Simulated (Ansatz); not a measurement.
# Single-point calculation of CoO

The run: single-point calculation of CoO (Pm-3m, 2 atoms in the cell). Method and program: DFT PBEsol, scalar-relativistic, plane waves, PAW, spin-polarised (Ansatz 0.2.0).

The structure was built on a prototype by a generator; it need not be a known phase. It belongs to a series of runs on one base structure; here: large parallel starting moments. Figures and captions count atoms from 1; the log counts them from 0 in places.

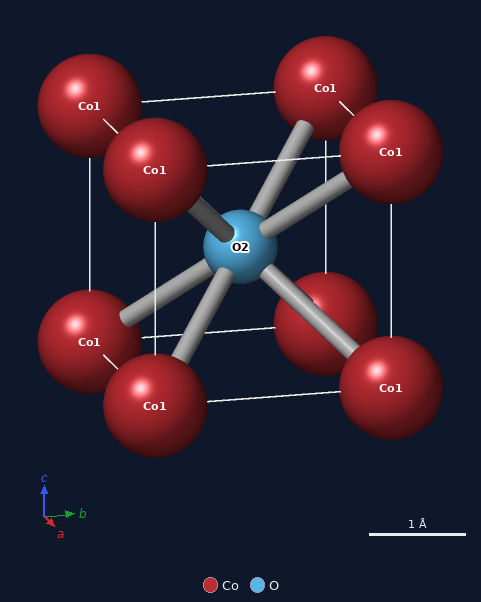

Figure 1. The structure as given in the input (ball-and-stick view of the cell of the calculation, seen slightly off an axis; atoms are numbered from 1 in the order of the input). An atom can appear more than once, as a periodic image. Near neighbours in the periodic cell (some may lie outside the picture): Co has 8 O at 2.23 Å; O has 8 Co at 2.23 Å.

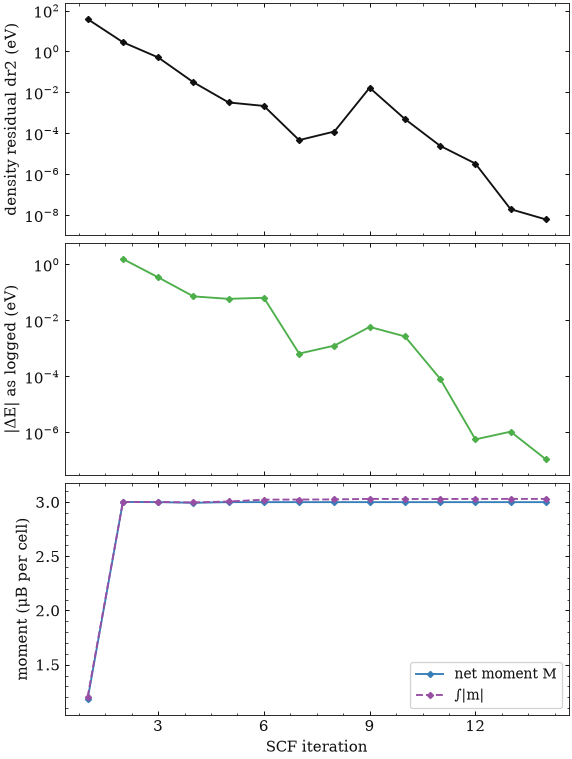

Figure 2. Convergence of the self-consistent field: density residual dr2, size of the energy change and magnetic moment against the SCF iteration. The residual falls unevenly and jumps up by a factor of two or more 2 times on the way down. The net moment goes from 1.2 to 3.0 μB per cell.

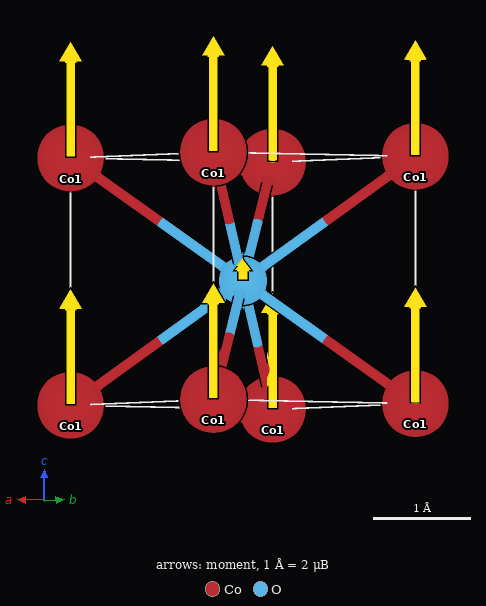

Figure 3. Magnetic moments of the sites as yellow arrows (ball-and-stick view of the cell of the calculation, seen at an oblique angle; atoms are numbered from 1 in the order of the input); small moments hardly show. The run is collinear, so the axis drawn is arbitrary. Site moments: Co1 (2.47 μB); O2 (0.49 μB). They are counted near the atoms and needn't add up to the moment of the cell.

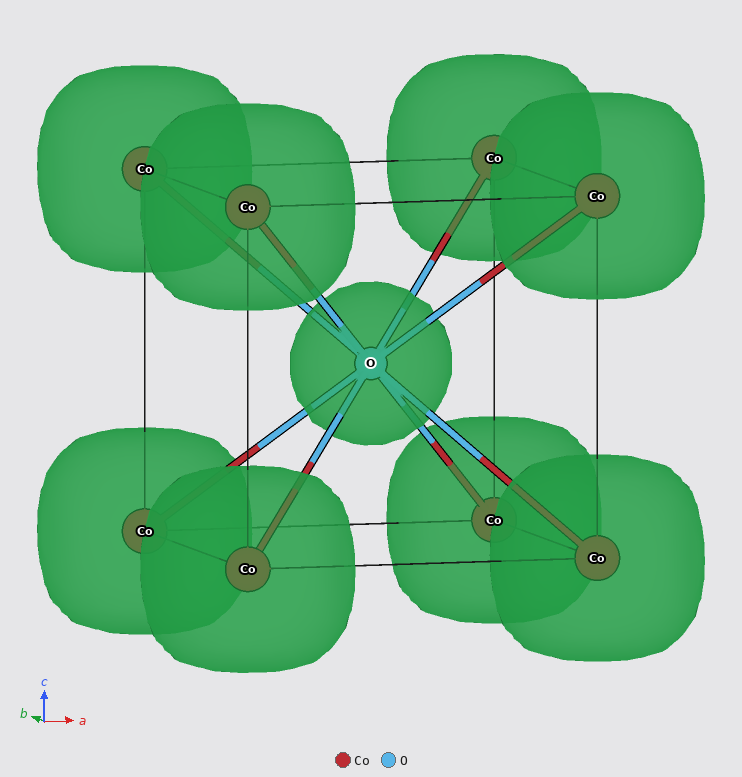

Figure 4. Isosurface of the spin density at +0.2 e/Å³ (green), seen slightly off an axis. Sticks mark near contacts. The outline is the cell set on symmetry axes. The cell of the calculation (2 atoms) carries 3.0 μB net. Core electrons are frozen (PAW), so the fields are smoothed inside the atomic spheres.

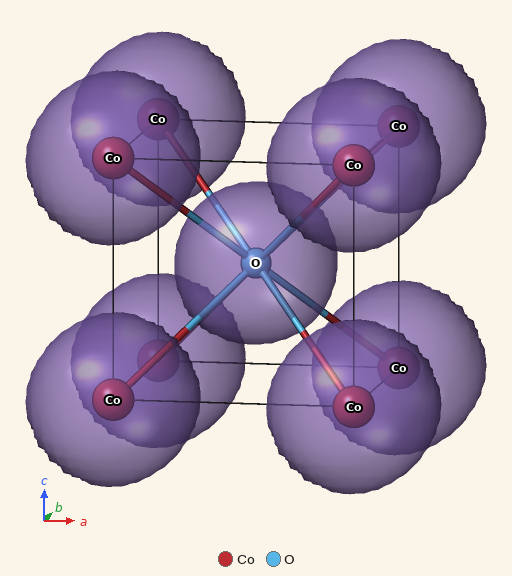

Figure 5. Isosurface of the valence charge density (pseudo) at 0.6 e/Å³ (purple), seen slightly off an axis. Sticks mark near contacts. The outline is the cell set on symmetry axes. At this value the density breaks into separate islands; it holds about 85 % of the electrons treated as valence (semicore included). It is pinched off along the Co–O (2.23 Å) contacts. On the grid the lowest density along these lines, outside the cores, is 0.36 e/Å³ (Co–O, 2.23 Å).

The input that produced these results follows, with the program's output.

**Input**
```yaml
crystal:
  lattice:
    - [2.5724608895, 0.0, 0.0]
    - [0.0, 2.5724608895, 0.0]
    - [0.0, 0.0, 2.5724608895]
  atoms:
    - { symbol: Co, position: [0.0, 0.0, 0.0], spin: 4.5 }
    - { symbol: O, position: [0.5, 0.5, 0.5] }
basis:
  ecutwfc: 420
kpoints:
  mp_grid: { grid: [16, 16, 16] }
hamiltonian:
  xc: pbesol
scf:
  occupations: { method: gaussian, width: 0.1 }
  lower_state_search: "off"
output:
  forces: true
  stress: true
  eigenvalues: true
  populations: true
  write_density: true
  write_potential: true
  elf: true
  volumetric_format: npy
magnetization:
  spin_polarized: true
```

Run as:
```bash
ansatz run input.yaml --threads 1 --pin off --max-ram 2560MiB --backend cpu --events-out ev --progress --plain --runs-dir out
```

**The program's output**
```
Engine: ansatz 0.2.0, aarch64-unknown-linux-gnu
Pseudopotentials: kind: paw
Pseudopotential: Co, paw, valence charge 17, recommended cutoff 420 eV (normal), Co.paw.azcp
Pseudopotential: O, paw, valence charge 6, recommended cutoff 420 eV (normal), O.paw.azcp
Functional definition: PBEsol
  exchange = pbesol_x
  correlation = pbesol_c
Crystal: 2 atoms, lattice volume = 17.023 Å³
Basis set: ecut = 420 eV, 341 PW (Γ), exchange–correlation on 36×36×36 points (8 copies of the dense FFT grid, shifted against one another)
Bands: 18, of which v1, the nominal top of the filled ones, is band 12 counted from 1 (11 counted from 0)
Symmetry: 48 space group operations
Space group: Pm-3m (ITA 221), of the structure as read, at distance tolerance 2.6e-5 Å
Magnetic group: BNS 221.92 (UNI 1594), of the structure as read, at distance tolerance 2.6e-5 Å
k-points: 165 of 4096
Non-local potential: Co, projectors of the file, l = 0: 3, l = 1: 2, l = 2: 3, l = 3: 1
Non-local potential: O, projectors of the file, l = 0: 2, l = 1: 2, l = 2: 1
PAW form: soft (Blöchl's): semilocal exchange-correlation on the pseudo side does not see the compensation charge
PAW frozen core: Co, regenerated for the run's functional, and the local potential with it (the file was generated under x = pbe(κ = 0.804, μ = 0.2195149727645171), c = pbe(β = 0.06672455060314922))
PAW frozen core: O, regenerated for the run's functional, and the local potential with it (the file was generated under x = pbe(κ = 0.804, μ = 0.2195149727645171), c = pbe(β = 0.06672455060314922))
PAW one-centre angular grid: Co, 590 points (default); XC on 64 Gauss nodes
PAW one-centre angular grid: O, 110 points (default); XC on 64 Gauss nodes
Initial density: superposition of atomic densities (chi_scale 0.1, normalization cell, long waves kept (reshape's long-wave potential 0.00 eV rms))
Starting moments: Σ|m| = 4.5 μB on 1 of 2 sites
Initial wavefunctions: pseudopotential atomic-orbital guess
Functional: x = pbesol(κ = 0.804, μ = 0.12345679012345678), c = pbesol(β = 0.046)
SCF iter   1: F=—  HF=-5653.416340 eV  |F-HF|=—  |Δ(HF+E_count)|=         —  Δρ=5.68e-1 (↑1.90e-1 ↓5.68e-1)  dr2=3.82e1  dr2_m=1.79e1  M=1.181 μB ∫|m|=1.203 μB  β_m=0.30  ethr=3.10e-3  ⟨swp⟩=4.9  Hψ=24675  notcnv=0
preconditioner: auto → none  [metal: Δε(μ)=0.007 eV  Ē_g=16.957 eV  σ=0.100 eV  W_gap=0.04  n_scr=6 (ndim 8)  ℏωp=34.9 eV  f_vac=0.000  D(μ)=2.39/eV (n_scr^D=32)  sad-step TF]
SCF iter   2: F=—  HF=-5651.852646 eV  |F-HF|=—  |Δ(HF+E_count)|=    1.56e0  Δρ=1.43e-1 (↑1.43e-1 ↓6.20e-2)  dr2=2.82e0  dr2_m=5.50e-1  M=3.002 μB ∫|m|=3.002 μB  β_m=0.30  ethr=3.10e-3  ⟨swp⟩=3.0  Hψ=15294  notcnv=0  defer=597
SCF iter   3: F=—  HF=-5651.506392 eV  |F-HF|=—  |Δ(HF+E_count)|=   3.46e-1  Δρ=8.56e-2 (↑8.56e-2 ↓3.54e-2)  dr2=5.09e-1  dr2_m=3.98e-1  M=3.000 μB ∫|m|=3.002 μB  β_m=0.30  ethr=3.10e-3  ⟨swp⟩=2.6  Hψ=12674  notcnv=0  defer=548
SCF iter   4: F=—  HF=-5651.578445 eV  |F-HF|=—  |Δ(HF+E_count)|=   7.21e-2  Δρ=5.37e-2 (↑3.97e-2 ↓5.37e-2)  dr2=3.11e-2  dr2_m=3.35e-1  M=2.994 μB ∫|m|=2.997 μB  β_m=0.30  ethr=2.21e-3  ⟨swp⟩=2.3  Hψ=12392  notcnv=0  defer=539
SCF iter   5: F=—  HF=-5651.637352 eV  |F-HF|=—  |Δ(HF+E_count)|=   5.89e-2  Δρ=3.31e-2 (↑3.31e-2 ↓3.08e-2)  dr2=3.19e-3  dr2_m=1.57e-1  M=3.000 μB ∫|m|=3.006 μB  β_m=1.00  ethr=1.35e-4  ⟨swp⟩=2.3  Hψ=9142  notcnv=0  defer=537
SCF iter   6: F=—  HF=-5651.701677 eV  |F-HF|=—  |Δ(HF+E_count)|=   6.43e-2  Δρ=5.94e-3 (↑5.94e-3 ↓3.98e-3)  dr2=2.16e-3  dr2_m=3.28e-3  M=3.000 μB ∫|m|=3.023 μB  β_m=0.30  ethr=1.39e-5  ⟨swp⟩=2.0  Hψ=11967  notcnv=0  defer=538
SCF iter   7: F=—  HF=-5651.702331 eV  |F-HF|=—  |Δ(HF+E_count)|=   6.54e-4  Δρ=4.79e-3 (↑4.79e-3 ↓4.53e-3)  dr2=4.59e-5  dr2_m=3.36e-3  M=3.000 μB ∫|m|=3.024 μB  β_m=0.30  ethr=9.39e-6  ⟨swp⟩=1.8  Hψ=7445  notcnv=0  defer=538
Mixer restart at iter 7: flushing history
spin-set hold released at iteration 7 (site moments contracting): the magnetisation degrees of freedom join the quasi-Newton model from the next iteration; the mixer history was flushed
SCF iter   8: F=—  HF=-5651.703587 eV  |F-HF|=—  |Δ(HF+E_count)|=   1.26e-3  Δρ=4.66e-3 (↑3.91e-3 ↓4.66e-3)  dr2=1.21e-4  dr2_m=2.85e-3  M=3.000 μB ∫|m|=3.025 μB  β_m=0.65  ethr=2.00e-7  ⟨swp⟩=2.0  Hψ=10086  notcnv=0  defer=533
SCF iter   9: F=—  HF=-5651.709455 eV  |F-HF|=—  |Δ(HF+E_count)|=   5.87e-3  Δρ=6.93e-3 (↑4.45e-3 ↓6.93e-3)  dr2=1.67e-2  dr2_m=3.18e-4  M=3.000 μB ∫|m|=3.030 μB  β_m=0.45  ethr=2.00e-7  ⟨swp⟩=3.0  Hψ=13067  notcnv=0  defer=533
SCF iter  10: F=—  HF=-5651.706765 eV  |F-HF|=—  |Δ(HF+E_count)|=   2.69e-3  Δρ=2.48e-3 (↑7.37e-4 ↓2.48e-3)  dr2=4.96e-4  dr2_m=3.89e-4  M=3.000 μB ∫|m|=3.029 μB  β_m=0.57  ethr=2.00e-7  ⟨swp⟩=2.6  Hψ=11912  notcnv=0  defer=533
SCF iter  11: F=—  HF=-5651.706682 eV  |F-HF|=—  |Δ(HF+E_count)|=   8.26e-5  Δρ=5.63e-4 (↑2.39e-4 ↓5.63e-4)  dr2=2.41e-5  dr2_m=2.30e-5  M=3.000 μB ∫|m|=3.029 μB  β_m=0.60  ethr=2.00e-7  ⟨swp⟩=2.1  Hψ=9502  notcnv=0  defer=533
SCF iter  12: F=—  HF=-5651.706682 eV  |F-HF|=—  |Δ(HF+E_count)|=   5.67e-7  Δρ=1.49e-4 (↑1.49e-4 ↓8.49e-5)  dr2=3.28e-6  dr2_m=7.61e-7  M=3.000 μB ∫|m|=3.030 μB  β_m=0.51  ethr=1.05e-7  ⟨swp⟩=2.1  Hψ=7736  notcnv=0  defer=533
SCF iter  13: F=—  HF=-5651.706681 eV  |F-HF|=—  |Δ(HF+E_count)|=   1.07e-6  Δρ=3.89e-5 (↑3.34e-5 ↓3.89e-5)  dr2=1.92e-8  dr2_m=1.99e-7  M=3.000 μB ∫|m|=3.030 μB  β_m=0.76  ethr=4.35e-10  ⟨swp⟩=11.0  Hψ=40118  notcnv=0
SCF iter  14: F=-5651.706681 eV  HF=-5651.706681 eV  |F-HF|=4.13e-9  |Δ(HF+E_count)|=   1.10e-7  Δρ=5.88e-6 (↑4.81e-6 ↓5.88e-6)  dr2=6.08e-9  dr2_m=2.50e-9  M=3.000 μB ∫|m|=3.030 μB  ethr=8.35e-11  ⟨swp⟩=7.5  Hψ=29530  notcnv=0
SCF 1 converged in 14 iterations: F = -5651.706681 eV  dr2 = 6.08e-9
  greatest PAW one-centre occupation: 1.004 electrons in one spin orbital (limit 2), on the Co atom at site 0 (counted from 0), in its partial waves of l = 1
SCF converged after 14 iterations
Magnetization: 3.0000 μB (13.0000 up, 10.0000 down)
Absolute magnetization: 3.0297 μB (∫|ρ↑−ρ↓|, with the PAW one-centre terms)
Spin contamination: 0.0082 ħ² per cell (⟨S²⟩ above its minimum at these occupations)
Per-site moments (μB) at R_I (Å): [(2.4721065673805662, 0.9189742982264267), (0.4855875827074881, 0.9189742982264267)]
Free energy (F): -5651.706681 eV
Harris-Foulkes:  -5651.706681 eV  (|F-HF|=4.13e-9)
Internal energy: -5651.697343 eV  (E = F + TS)
E sigma→0 (E₀):  -5651.702012 eV
Entropy (-TS):   -0.009338 eV (-4.669 meV/atom)
Fermi energy:    16.031819 eV
--- Per-component energies (eV) ---
  E_band       = -256.682222
  E_kinetic    = 619.763687
  E_local      = -3193.728099  (includes V_loc(G=0)·N_el)
  E_nonlocal   = 514.552202
  E_hartree    = 1311.493016
  E_xc         = -227.496973
  E_vxc        = -293.940954  (∫ρ·V_xc dr)
  E_paw        = -1637.795612  (= ΣΔE_a)
  E_vpaw       = -526.313167  (= ΣTr[D̂ρ^β])
  E_aug_tail   = 0.002505  (compensation charges beyond the density's cutoff)
  E_ewald      = -3038.711777
  E_core_change = 0.223707  (= ΣΔE_core)
  E_smearing   = -0.009338  (= −TS)
  E_closure    = 0.000000  (closes the sum)
  Σ components = -5651.706681   (vs F -5651.706681, Δ=0.00e0)
--- Forces (eV/Å), atoms counted from 1 ---
  atom   1  Co    -0.00000000    -0.00000000    -0.00000000
  atom   2  O     -0.00000000    -0.00000000     0.00000000
  max |Σ_I F_I| component: 6.38e-30 eV/Å
--- Stress (GPa, compression-positive) ---
        0.010405       0.000000       0.000000
       -0.000000       0.010405       0.000000
        0.000000       0.000000       0.010405
  P = ⅓ Tr σ = 0.0104 GPa (0.104 kbar)
--- Band table (eV; the first three rows and the last of 330) ---
  k-point 0 ↑: bands = ["-80.6916", "-44.0426", "-44.0426", "-44.0426", "-4.7918", "11.5312", "11.5312", "12.9884", "12.9884", "12.9884", "13.5928", "13.5928", "13.5928", "16.9333", "31.5467", "31.5467", "36.3985", "36.3985"]
  k-point 1 ↑: bands = ["-80.6911", "-44.0473", "-44.0423", "-44.0423", "-4.7470", "11.3923", "11.5449", "12.7792", "12.7792", "12.8588", "13.5959", "13.8155", "13.8155", "17.2211", "31.3126", "31.5658", "36.3241", "36.3241"]
  k-point 2 ↑: bands = ["-80.6898", "-44.0605", "-44.0411", "-44.0411", "-4.6164", "10.8534", "11.5843", "12.4341", "12.4341", "12.7893", "13.6050", "14.1996", "14.1996", "17.8907", "30.6591", "31.6226", "36.0948", "36.0948"]
  k-point 164 ↓: bands = ["-77.6783", "-41.2364", "-41.2364", "-41.2364", "-0.6676", "9.4093", "9.4093", "9.4093", "16.9465", "16.9465", "18.2632", "18.2632", "18.2632", "23.0957", "23.0957", "23.0957", "32.4914", "38.9946"]
--- Löwdin populations: 2 sites ---
  site symbol       q [e]    m [muB]
     0     Co     15.9903     2.4456
     1      O      6.8723     0.5679
  spilling = 0.005973 (of n_electrons = 23.000000)
```

**Summary**

| quantity | value |
| --- | --- |
| outcome | converged |
| space group (tolerance 0.01 Å) | Pm-3m (221) |
| electrons treated | 23 |
| free energy | −5651.7067 eV |
| Fermi energy | 16.032 eV |
| gap on the k-point mesh | none (metallic) |
| net moment of the cell | 3.00 μB |
| integrated absolute moment | 3.03 μB |
| pressure | 0.01 GPa |
| largest force (length of the vector) | under 0.001 eV/Å |
| hardware | 1 thread of Arm Neoverse V1, 24 GiB of memory available, shared host |
| wall time | 13 s |
| peak memory | 0.35 GiB |
